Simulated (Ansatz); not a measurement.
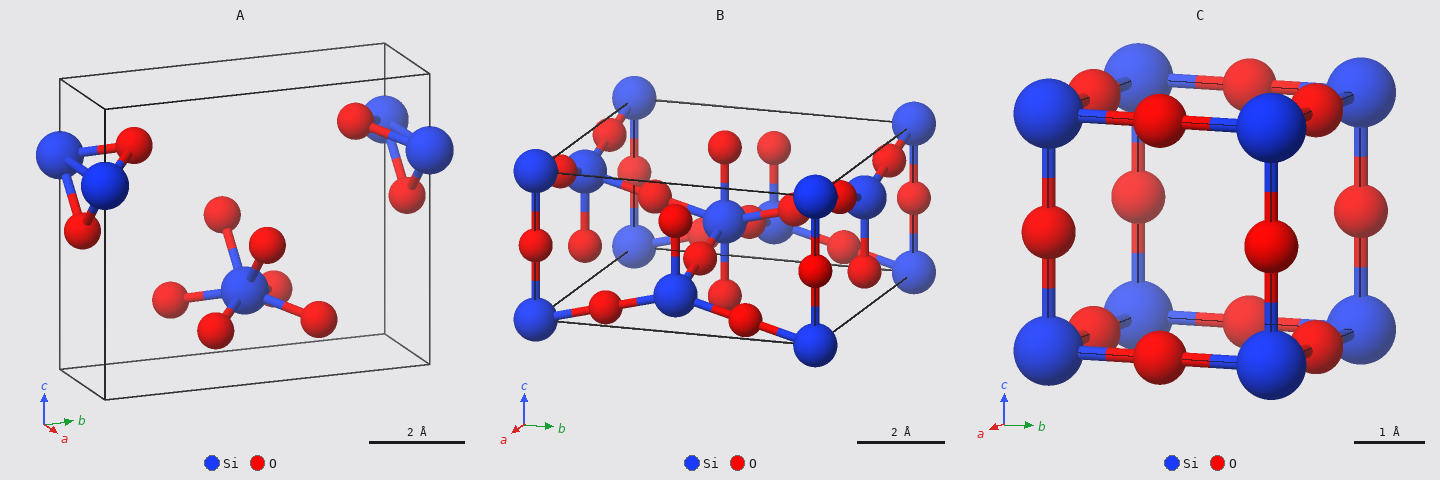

Three structures of SiO$_{3}$, each relaxed to rest (conventional cells in solid outline, small ones repeated, each panel with its own scale). Method: DFT PBE, scalar-relativistic, plane waves, PAW in Ansatz, with collinear spins.

### What are the structures shown?

A: 8 atoms a cell on a primitive orthorhombic lattice, Pmmn; B: 16 atoms a cell on a body-centred tetragonal lattice, I4_1/amd; C: ReO₃ type, Pm-3m.

### Which of these is lowest in energy, and how far above it do the others lie?

C, then B (+175 meV/atom) and A (+346 meV/atom), energies at zero smearing.

### Collect the results in a table.

| panel | structure | E − E(lowest) (meV/atom) | volume (Å³/atom) | gap (eV) |
| --- | --- | --- | --- | --- |
| C | Pm-3m | 0 | 10.5 | metal |
| B | I4_1/amd | 175 | 10.3 | metal |
| A | Pmmn | 346 | 15.0 | metal |

Some of these may be structure types tried for this composition rather than known phases, and the most stable form need not be among them. Gaps are taken on the k-mesh or band path of each run.
